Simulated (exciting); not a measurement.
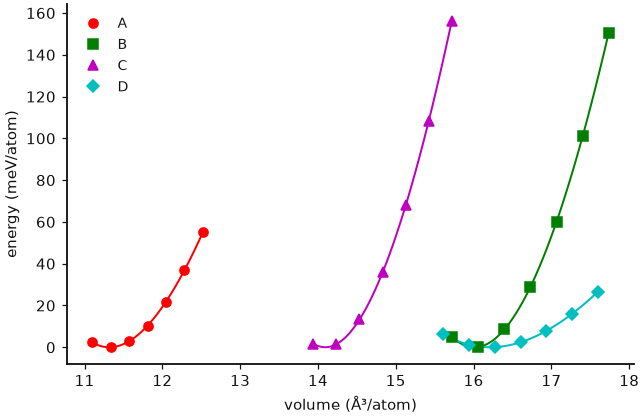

Plotted: energy against volume, with one curve for each element, for Al, Cu, Tc and W (all in space group Fm-3m (No. 225)). The labels are replaced by letters.

Calculation (exciting sodium): all-electron LAPW DFT, no spin polarisation; energies at scaled volumes of the given cell, shape and fractions fixed, counted from the fit's minimum, third-order Birch-Murnaghan fit. Level: PBEsol.

- occupations: Fermi–Dirac
- smearing width: 0.05 eV
- potentials: all electron LAPW+lo, shipped species files

Q: Which letter stands for which compound?

A: A: Cu; B: W; C: Tc; D: Al.
